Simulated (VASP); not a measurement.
**Band-structure run, with input and output: TaN (part 1 of 2)**

System: TaN (4 atoms in the cell).
Method: Kohn-Sham DFT of a periodic cell, PBE, VASP PAW PBE potentials, hard, no spin polarisation (VASP 6.6.1).

The structure derives from a Materials Project entry.

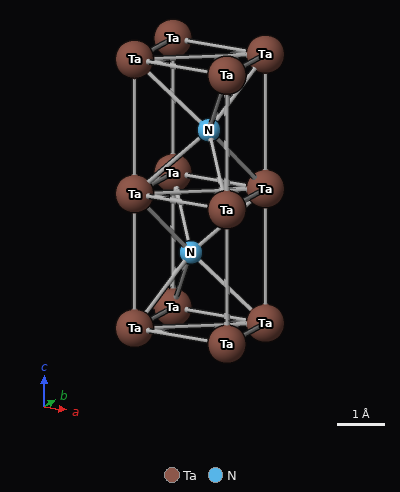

Fig. 1: The structure (ball-and-stick view of the cell of the calculation, seen slightly off an axis).

**INCAR**
```
ALGO = Normal
EDIFF = 1E-7
ENCUT = 900
GGA = PE
ISIF = 2
ISMEAR = -1
LASPH = T
LCHARG = F
LMAXMIX = 4
LREAL = F
LWAVE = F
NELM = 60
PREC = Accurate
SIGMA = 0.05
```

**KPOINTS**
```
k-points
0
Gamma
  10 10 5
```

**KPOINTS_OPT**
```
path GMKGALHA,LM,KH
10
line-mode
reciprocal
 0.0000000000  0.0000000000  0.0000000000  G
 0.5000000000  0.0000000000  0.0000000000  M

 0.5000000000  0.0000000000  0.0000000000  M
 0.3333333333  0.3333333333  0.0000000000  K

 0.3333333333  0.3333333333  0.0000000000  K
 0.0000000000  0.0000000000  0.0000000000  G

 0.0000000000  0.0000000000  0.0000000000  G
 0.0000000000  0.0000000000  0.5000000000  A

 0.0000000000  0.0000000000  0.5000000000  A
 0.5000000000  0.0000000000  0.5000000000  L

 0.5000000000  0.0000000000  0.5000000000  L
 0.3333333333  0.3333333333  0.5000000000  H

 0.3333333333  0.3333333333  0.5000000000  H
 0.0000000000  0.0000000000  0.5000000000  A

 0.5000000000  0.0000000000  0.5000000000  L
 0.5000000000  0.0000000000  0.0000000000  M

 0.3333333333  0.3333333333  0.0000000000  K
 0.3333333333  0.3333333333  0.5000000000  H
```

**POSCAR**
```
TaN
1.0
    2.9217699809      0.0000000000      0.0000000000
   -1.4608849905      2.5303270275      0.0000000000
    0.0000000000      0.0000000000      5.9165150000
Ta N
2 2
Direct
    0.0000000000      0.0000000000      0.5000000000
    0.0000000000      0.0000000000      0.0000000000
    0.3333333333      0.6666666667      0.2500000000
    0.6666666667      0.3333333333      0.7500000000
```

Launched with:
```bash
cat potpaw_PBE.64/Ta_pv/POTCAR potpaw_PBE.64/N_h/POTCAR > POTCAR
mpirun -np 1 vasp_std > vasp.out
```

**OSZICAR**
```
N       E                     dE             d eps       ncg     rms          rms(c)
DAV:   1     0.353370795577E+03    0.35337E+03   -0.24579E+04  1680   0.254E+03
DAV:   2    -0.208223438352E+02   -0.37419E+03   -0.36219E+03  1960   0.570E+02
DAV:   3    -0.485840841085E+02   -0.27762E+02   -0.26957E+02  2156   0.121E+02
DAV:   4    -0.493244802733E+02   -0.74040E+00   -0.73101E+00  2044   0.185E+01
DAV:   5    -0.493480212853E+02   -0.23541E-01   -0.23494E-01  2172   0.284E+00    0.320E+01
DAV:   6    -0.443270012074E+02    0.50210E+01   -0.33505E+01  2084   0.356E+01    0.145E+01
DAV:   7    -0.440918686109E+02    0.23513E+00   -0.22006E+00  2020   0.978E+00    0.825E+00
DAV:   8    -0.440506851048E+02    0.41184E-01   -0.20276E-01  1992   0.425E+00    0.520E-01
DAV:   9    -0.440467888127E+02    0.38963E-02   -0.27874E-02  2140   0.100E+00    0.191E-01
DAV:  10    -0.440466752983E+02    0.11351E-03   -0.26085E-03  2264   0.490E-01    0.423E-02
DAV:  11    -0.440466410869E+02    0.34211E-04   -0.20236E-04  2264   0.111E-01    0.114E-02
DAV:  12    -0.440466416260E+02   -0.53907E-06   -0.14570E-05  2112   0.310E-02    0.522E-03
DAV:  13    -0.440466412276E+02    0.39841E-06   -0.10391E-06  2312   0.766E-03    0.157E-03
DAV:  14    -0.440466412395E+02   -0.11876E-07   -0.51147E-08  1236   0.210E-03
   1 F= -.44046641E+02 E0= -.44041592E+02  d E =-.100988E-01
       N       E                     dE             ncg
DAV:   1     0.439267532654E+04   -0.36615E+05     1680
DAV:   2    -0.107116855505E+05   -0.15104E+05     1896
DAV:   3    -0.118574248954E+05   -0.11457E+04     2360
DAV:   4    -0.118919916217E+05   -0.34567E+02     2068
DAV:   5    -0.118931935559E+05   -0.12019E+01     2176
DAV:   6    -0.118932296912E+05   -0.36135E-01     2160
DAV:   7    -0.118932305997E+05   -0.90854E-03     2244
DAV:   8    -0.118932306329E+05   -0.33156E-04     1880
DAV:   9    -0.118932306345E+05   -0.15831E-05     1512
DAV:  10    -0.118932306346E+05   -0.16118E-06     1320
DAV:  11    -0.118932306347E+05   -0.74024E-07     1288
       N       E                     dE             ncg
DAV:   1     0.394081011971E+04   -0.60890E+05     1680
DAV:   2    -0.111452067032E+05   -0.15086E+05     1956
DAV:   3    -0.121025543062E+05   -0.95735E+03     2184
DAV:   4    -0.121252873094E+05   -0.22733E+02     2076
DAV:   5    -0.121259253946E+05   -0.63809E+00     2176
DAV:   6    -0.121259421845E+05   -0.16790E-01     2108
DAV:   7    -0.121259425026E+05   -0.31811E-03     2184
DAV:   8    -0.121259425115E+05   -0.88356E-05     1728
DAV:   9    -0.121259425117E+05   -0.26164E-06     1368
DAV:  10    -0.121259425117E+05   -0.18286E-07     1312
       N       E                     dE             ncg
DAV:   1     0.600473563147E+05   -0.11285E+05      240
DAV:   2     0.578660637052E+05   -0.21813E+04      268
DAV:   3     0.577337809671E+05   -0.13228E+03      320
DAV:   4     0.577318598346E+05   -0.19211E+01      288
DAV:   5     0.577317958665E+05   -0.63968E-01      316
DAV:   6     0.577317950583E+05   -0.80824E-03      284
DAV:   7     0.577317950167E+05   -0.41615E-04      324
DAV:   8     0.577317950163E+05   -0.35745E-06      236
DAV:   9     0.577317950163E+05   -0.96770E-08      188
```

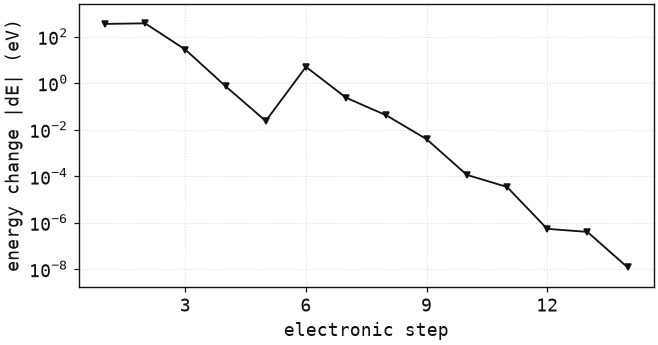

Fig. 2: Convergence of the self-consistent field: energy change |dE| against the electronic step. It takes 14 electronic steps. The density is held fixed in the first few steps, and dE rises again when its update begins.

**Parts of OUTCAR**
```
EDIFF = 1E-7
   ENCUT = 900
   GGA = PE
   ISIF = 2
   ISMEAR = -1
   LASPH = T
   LREAL = F
   NELM = 60
   PREC = Accurate

 ion  position               nearest neighbor table
   1  0.000  0.000  0.500-   3 2.24   4 2.24   4 2.24   3 2.24   4 2.24   3 2.24   2 2.96   2 2.96

   2  0.000  0.000  0.000-   3 2.24   4 2.24   4 2.24   3 2.24   4 2.24   3 2.24   1 2.96   1 2.96

   3  0.333  0.667  0.250-   1 2.24   2 2.24   1 2.24   2 2.24   1 2.24   2 2.24
   4  0.667  0.333  0.750-   1 2.24   2 2.24   1 2.24   2 2.24   1 2.24   2 2.24

  LATTYP: Found a hexagonal cell.
 ALAT       =     2.9217699809
 C/A-ratio  =     2.0249763119

  Lattice vectors:

 A1 = (   2.9217699809,   0.0000000000,   0.0000000000)
 A2 = (  -1.4608849905,   2.5303270275,   0.0000000000)
 A3 = (   0.0000000000,   0.0000000000,   5.9165150000)

Analysis of symmetry for initial positions (statically):
=====================================================================
 Subroutine PRICEL returns:
 Original cell was already a primitive cell.

 Routine SETGRP: Setting up the symmetry group for a
 hexagonal supercell.

 Subroutine GETGRP returns: Found 24 space group operations
 (whereof 12 operations were pure point group operations)
 out of a pool of 24 trial point group operations.

The static configuration has the point symmetry D_3d.
 The point group associated with its full space group is D_6h.

Analysis of symmetry for dynamics (positions and initial velocities):
=====================================================================
 Subroutine PRICEL returns:
 Original cell was already a primitive cell.

 Routine SETGRP: Setting up the symmetry group for a
 hexagonal supercell.

 Subroutine GETGRP returns: Found 24 space group operations
 (whereof 12 operations were pure point group operations)
 out of a pool of 24 trial point group operations.

The dynamic configuration has the point symmetry D_3d.
 The point group associated with its full space group is D_6h.

 Subroutine INISYM returns: Found 24 space group operations
 (whereof 12 operations are pure point group operations),
 and found     1 'primitive' translations

----------------------------------------------------------------------------------------

                                     Primitive cell

  volume of cell :      43.7410

  direct lattice vectors                    reciprocal lattice vectors
     2.921769981  0.000000000  0.000000000     0.342258291  0.197602916  0.000000000
    -1.460884991  2.530327027  0.000000000     0.000000000  0.395205833  0.000000000
     0.000000000  0.000000000  5.916515000     0.000000000  0.000000000  0.169018417

  length of vectors
     2.921769981  2.921769981  5.916515000     0.395205833  0.395205833  0.169018417

  position of ions in fractional coordinates (direct lattice)
     0.000000000  0.000000000  0.500000000
     0.000000000  0.000000000  0.000000000
     0.333333333  0.666666667  0.250000000
     0.666666667  0.333333333  0.750000000

  ion indices of the primitive-cell ions
   primitive index   ion index
                 1           1
                 2           2
                 3           3
                 4           4

----------------------------------------------------------------------------------------

 KPOINTS: k-points

Automatic generation of k-mesh.
 Grid dimensions read from file:
 generate k-points for:   10   10    5

 Generating k-lattice:

  Cartesian coordinates                     Fractional coordinates (reciprocal lattice)
     0.034225829  0.019760292  0.000000000     0.100000000  0.000000000  0.000000000
     0.000000000  0.039520583  0.000000000     0.000000000  0.100000000  0.000000000
     0.000000000  0.000000000  0.033803683     0.000000000  0.000000000  0.200000000

  Length of vectors
     0.039520583  0.039520583  0.033803683

  Shift w.r.t. Gamma in fractional coordinates (k-lattice)
     0.000000000  0.000000000  0.000000000

 Subroutine IBZKPT returns following result:
 ===========================================

 Found     42 irreducible k-points:

 Following reciprocal coordinates:
            Coordinates               Weight
  0.000000  0.000000  0.000000      1.000000
  0.100000  0.000000  0.000000      6.000000
  0.200000  0.000000  0.000000      6.000000
  0.300000  0.000000  0.000000      6.000000
  0.400000  0.000000  0.000000      6.000000
  0.500000  0.000000  0.000000      3.000000
  0.100000  0.100000  0.000000      6.000000
  0.200000  0.100000  0.000000     12.000000
  0.300000  0.100000  0.000000     12.000000
  0.400000  0.100000  0.000000     12.000000
  0.200000  0.200000  0.000000      6.000000
  0.300000  0.200000  0.000000     12.000000
  0.400000  0.200000  0.000000      6.000000
  0.300000  0.300000  0.000000      6.000000
  0.000000  0.000000  0.200000      2.000000
  0.100000  0.000000  0.200000     12.000000
  0.200000  0.000000  0.200000     12.000000
  0.300000  0.000000  0.200000     12.000000
  0.400000  0.000000  0.200000     12.000000
  0.500000  0.000000  0.200000      6.000000
  0.100000  0.100000  0.200000     12.000000
  0.200000  0.100000  0.200000     24.000000
  0.300000  0.100000  0.200000     24.000000
  0.400000  0.100000  0.200000     24.000000
 [... further k-points ...]
```
